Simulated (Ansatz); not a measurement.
## Band-structure calculation, with input and output: Ir

- system: Ir (2 atoms in the cell)
- method: DFT PBEsol, scalar-relativistic, plane waves, PAW, no spin polarisation (Ansatz 0.2.0)

The structure derives from a Materials Project entry. Figures and captions count atoms from 1; the log counts them from 0 in places.

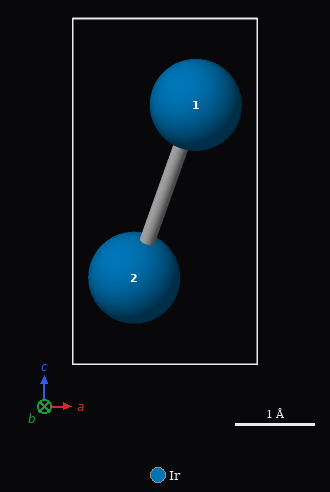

Figure 1. The input geometry (ball-and-stick view of the cell of the calculation, along the b axis; atoms are numbered from 1 in the order of the input). An atom can appear more than once, as a periodic image. Near neighbours in the periodic cell (some may lie outside the picture): Ir has 12 Ir at 2.71 to 2.72 Å.

## The input
```yaml
crystal:
  lattice:
    - [2.7190554922, 0.0, 0.0]
    - [-1.3595277461, 2.3547711306, 0.0]
    - [0.0, 0.0, 4.4079330489]
  atoms:
    - { symbol: Ir, position: [0.6666666667, 0.3333333333, 0.75] }
    - { symbol: Ir, position: [0.3333333333, 0.6666666667, 0.25] }
basis:
  ecutwfc: 420
kpoints:
  mp_grid: { grid: [18, 18, 10] }
  band_path:
    path:
      - [[0.0, 0.0, 0.0], [0.5, 0.0, 0.0], [0.33333333, 0.33333333, 0.0], [0.0, 0.0, 0.0], [0.0, 0.0, 0.5], [0.5, 0.0, 0.5], [0.33333333, 0.33333333, 0.5], [0.0, 0.0, 0.5]]
      - [[0.5, 0.0, 0.5], [0.5, 0.0, 0.0]]
      - [[0.33333333, 0.33333333, 0.5], [0.33333333, 0.33333333, 0.0]]
    npoints: 14
hamiltonian:
  xc: pbesol
scf:
  occupations: { method: gaussian, width: 0.1 }
  n_extra_bands: 6
output:
  forces: true
  stress: true
  eigenvalues: true
  populations: true
  dos: { projected: true, de: 0.02, nscf_kmesh: { grid: [27, 27, 15] } }
  bader: true
  write_density: true
  write_potential: true
  elf: true
  volumetric_format: npy
```

Run as:
```bash
ansatz run input.yaml --threads 1 --pin off --max-ram 2560MiB --backend cpu --events-out ev --progress --plain --runs-dir out
```

## Output
```
scf.n_extra_bands = 6 over 17 filled bands (N_el = 34.0): the run solves 23 bands
Engine: ansatz 0.2.0, x86_64-unknown-linux-gnu
Pseudopotentials: kind: paw
Pseudopotential: Ir, paw, valence charge 17, recommended cutoff 420 eV (normal), Ir.paw.azcp
Functional definition: PBEsol
  exchange = pbesol_x
  correlation = pbesol_c
Crystal: 2 atoms, lattice volume = 28.223 Å³
Basis set: ecut = 420 eV, 549 PW (Γ), exchange–correlation on 40×40×60 points (8 copies of the dense FFT grid, shifted against one another)
Bands: 23, of which v1, the nominal top of the filled ones, is band 17 counted from 1 (16 counted from 0)
Symmetry: 24 space group operations
Space group: P63/mmc (ITA 194), of the structure as read, at distance tolerance 3.0e-5 Å
k-points: 222 of 3240
Non-local potential: Ir, projectors of the file, l = 0: 3, l = 1: 2, l = 2: 2, l = 3: 1
PAW form: soft (Blöchl's): semilocal exchange-correlation on the pseudo side does not see the compensation charge
PAW frozen core: Ir, regenerated for the run's functional, and the local potential with it (the file was generated under x = pbe(κ = 0.804, μ = 0.2195149727645171), c = pbe(β = 0.06672455060314922))
PAW one-centre angular grid: Ir, 590 points (default); XC on 64 Gauss nodes
Initial density: superposition of atomic densities (neutral atoms: chi_scale 0, normalization atom), corrected by the library's trained network
Initial wavefunctions: pseudopotential atomic-orbital guess
Functional: x = pbesol(κ = 0.804, μ = 0.12345679012345678), c = pbesol(β = 0.046)
SCF iter   1: F=—  HF=-23597.921703 eV  |F-HF|=—  |Δ(HF+E_count)|=         —  Δρ=1.05e-2  dr2=1.63e-2  ethr=1.77e-3  ⟨swp⟩=4.9  Hψ=20626  notcnv=0  defer=10
preconditioner: auto → none  [metal: Δε(μ)=0.007 eV  Ē_g=10.989 eV  σ=0.100 eV  W_gap=0.04  n_scr=8 (ndim 8)  ℏωp=29.7 eV  f_vac=0.000  D(μ)=1.98/eV (n_scr^D=22)  sad-step TF]
SCF iter   2: F=—  HF=-23597.921090 eV  |F-HF|=—  |Δ(HF+E_count)|=   6.14e-4  Δρ=6.05e-3  dr2=5.51e-3  ethr=4.80e-5  ⟨swp⟩=1.1  Hψ=7003  notcnv=0  defer=21
SCF iter   3: F=—  HF=-23597.920488 eV  |F-HF|=—  |Δ(HF+E_count)|=   6.01e-4  Δρ=3.14e-4  dr2=1.32e-5  ethr=1.62e-5  ⟨swp⟩=2.0  Hψ=6727  notcnv=0  defer=21
SCF iter   4: F=—  HF=-23597.920511 eV  |F-HF|=—  |Δ(HF+E_count)|=   2.31e-5  Δρ=3.99e-5  dr2=3.09e-7  ethr=3.89e-8  ⟨swp⟩=2.0  Hψ=6973  notcnv=0  defer=21
iter 5 did not close the SCF: its close was put off for the readings that it lacked (scf_convergence_deferred on its scf_iter line)
SCF iter   5: F=-23597.920511 eV  HF=-23597.920511 eV  |F-HF|=4.98e-10  |Δ(HF+E_count)|=   5.34e-8  Δρ=5.13e-6  dr2=2.00e-9  ethr=9.08e-10  ⟨swp⟩=2.5  Hψ=7924  notcnv=0  defer=21
SCF iter   6: F=-23597.920511 eV  HF=-23597.920511 eV  |F-HF|=3.64e-11  |Δ(HF+E_count)|=  1.93e-10  Δρ=6.57e-7  dr2=5.02e-11  ethr=5.88e-12  ⟨swp⟩=6.6  Hψ=27491  notcnv=0
SCF 1 converged in 6 iterations: F = -23597.920511 eV  dr2 = 5.02e-11
  greatest PAW one-centre occupation: 1.000 electrons in one spin orbital (limit 2), on the Ir atom at site 1 (counted from 0), in its partial waves of l = 0
```

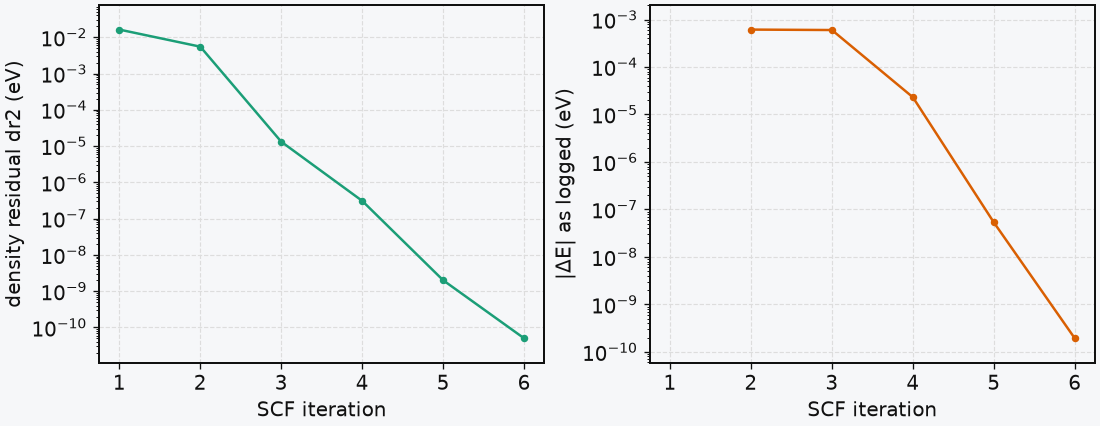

Figure 2. Convergence of the self-consistent field: density residual dr2 and size of the energy change against the SCF iteration. The residual falls at every step.

```
NSCF: frozen V_eff on 129 k-points
NSCF: frozen V_eff on 600 k-points
SCF converged after 6 iterations
Free energy (F): -23597.920511 eV
Harris-Foulkes:  -23597.920511 eV  (|F-HF|=3.64e-11)
Internal energy: -23597.910569 eV  (E = F + TS)
E sigma→0 (E₀):  -23597.915540 eV
Entropy (-TS):   -0.009942 eV (-4.971 meV/atom)
Fermi energy:    25.868757 eV
--- Per-component energies (eV) ---
  E_band       = -167.959572
  E_kinetic    = 1246.931300
  E_local      = -2127.501359  (includes V_loc(G=0)·N_el)
  E_nonlocal   = 151.646721
  E_hartree    = 814.824921
  E_xc         = -533.207848
  E_vxc        = -599.666957  (∫ρ·V_xc dr)
  E_paw        = -18177.466860  (= ΣΔE_a)
  E_vpaw       = -469.018989  (= ΣTr[D̂ρ^β])
  E_aug_tail   = 0.000103  (compensation charges beyond the density's cutoff)
  E_ewald      = -4973.668115
  E_core_change = 0.530570  (= ΣΔE_core)
  E_smearing   = -0.009942  (= −TS)
  E_closure    = 0.000000  (closes the sum)
  Σ components = -23597.920511   (vs F -23597.920511, Δ=0.00e0)
--- Forces (eV/Å), atoms counted from 1 ---
  atom   1  Ir     0.00000000    -0.00000000     0.00000000
  atom   2  Ir     0.00000000     0.00000000     0.00000000
  max |Σ_I F_I| component: 9.25e-18 eV/Å
--- Stress (GPa, compression-positive) ---
       -0.005181       0.000000       0.000000
        0.000000      -0.005181       0.000000
        0.000000       0.000000      -0.007959
  P = ⅓ Tr σ = -0.0061 GPa (-0.061 kbar)
--- Band table (eV; the first three rows and the last of 222) ---
  k-point 0: bands = ["-67.1488", "-67.0796", "-24.4190", "-23.7107", "-23.7107", "-23.6044", "-23.5932", "-23.5932", "14.5266", "17.5900", "21.8687", "21.9664", "21.9664", "22.6353", "22.6353", "23.4472", "23.4472", "24.9695", "26.1395", "26.1395", "32.9434", "39.4627", "41.4656"]
  k-point 1: bands = ["-67.1471", "-67.0813", "-24.3999", "-23.7078", "-23.7078", "-23.6252", "-23.5961", "-23.5961", "14.6410", "17.5980", "21.8141", "21.9123", "21.9123", "22.5746", "22.5746", "23.5916", "23.5916", "24.5421", "26.1385", "26.1385", "33.5338", "39.2017", "41.9625"]
  k-point 2: bands = ["-67.1422", "-67.0862", "-24.3442", "-23.6995", "-23.6995", "-23.6853", "-23.6045", "-23.6045", "14.9746", "17.6012", "21.6673", "21.8115", "21.8115", "22.4148", "22.4148", "23.5710", "23.9544", "23.9544", "26.1090", "26.1090", "35.0034", "38.8328", "41.4976"]
  k-point 221: bands = ["-67.0659", "-67.0659", "-24.2421", "-24.2421", "-24.0685", "-24.0685", "-23.7515", "-23.7515", "19.4639", "19.4639", "20.3205", "20.3205", "21.6440", "21.6440", "23.4165", "23.4165", "26.1662", "26.1662", "33.0109", "33.0109", "33.6691", "33.6691", "35.7963"]
--- Löwdin populations: 2 sites ---
  site symbol       q [e]
     0     Ir     16.7930
     1     Ir     16.7930
  spilling = 0.012175 (of n_electrons = 34.000000)
--- Bader charges: 2 sites ---
  site symbol  charge [e]  shift [e]
     0     Ir      0.0000     0.0000
     1     Ir      0.0000     0.0000
  estimated error of the sums over rays = 2.7e-5 e
```

## File bader_charges.tsv
```
# site	symbol	x_ang	y_ang	z_ang	partial_charge_e	electrons	volume_ang3	relative_density_drop	shared_charge_e	partial_wave_shift_e
# quadrature_error_electrons = 2.7e-5
0	Ir	1.3595	0.7849	3.3059	0.00000	77.00000	14.11	-	0.00000	0.00000
1	Ir	0.0000	1.5698	1.1020	0.00000	77.00000	14.11	-	0.00000	0.00000
```

## File populations.tsv
```
# site	symbol	l	j	q
# orbitals = lowdin
# n_electrons = 34.000000
# spilling = 0.012175
0	Ir	0_5S	-	1.988853
0	Ir	0_6S	-	0.968259
0	Ir	1_5P	-	5.996905
0	Ir	2_5D	-	7.839012
1	Ir	0_5S	-	1.988853
1	Ir	0_6S	-	0.968259
1	Ir	1_5P	-	5.996905
1	Ir	2_5D	-	7.839012
```

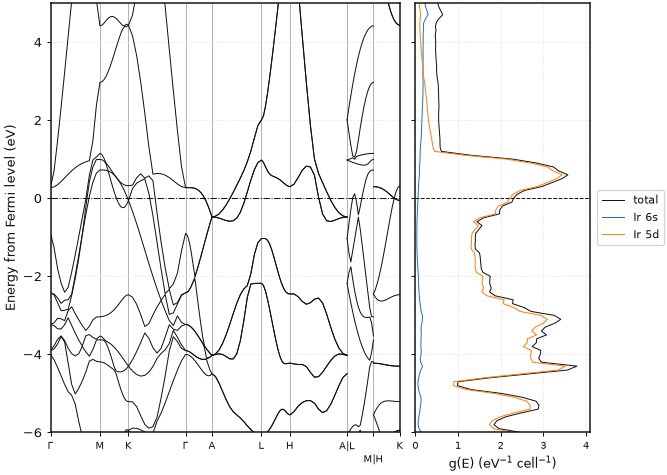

Figure 3. Band structure along Γ–M–K–Γ–A–L–H–A|L–M|H–K and density of states (projected on Löwdin-orthogonalised atomic shells), with energies from the Fermi level. Bands cross the Fermi level: a metal at this level of theory.

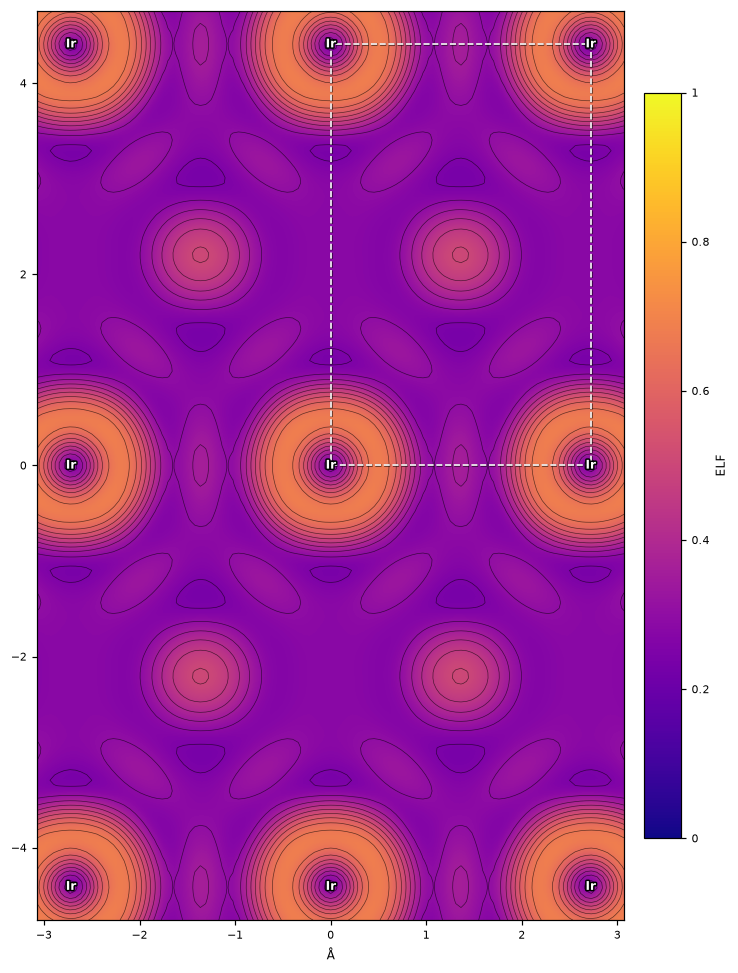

Figure 4. Electron localisation function on the (100) plane of the conventional cell. Ir–Ir (2.72 Å): the ELF is about 0.35 at the midpoint, as expected for nearly free electrons, as in a simple metal. The strong features right at Ir lie inside the PAW spheres (semicore, d or f shells) and say nothing about bonding. Core electrons are frozen (PAW), so the fields are smoothed inside the atomic spheres.

## Key numbers

```tsv
quantity	value
outcome	converged
space group (tolerance 0.01 Å)	P6₃/mmc (194)
electrons treated	34
free energy	−23597.9205 eV
Fermi energy	25.869 eV
gap on the k-point mesh	none (metallic)
pressure	−0.01 GPa
largest force (length of the vector)	under 0.001 eV/Å
hardware	1 thread of Intel Xeon @ 2.50GHz (Skylake/Cascade Lake), 189 GiB of memory available, shared host
wall time	62 s
peak memory	0.49 GiB
```

## Remarks

Spin–orbit coupling is left out, which matters for Ir.
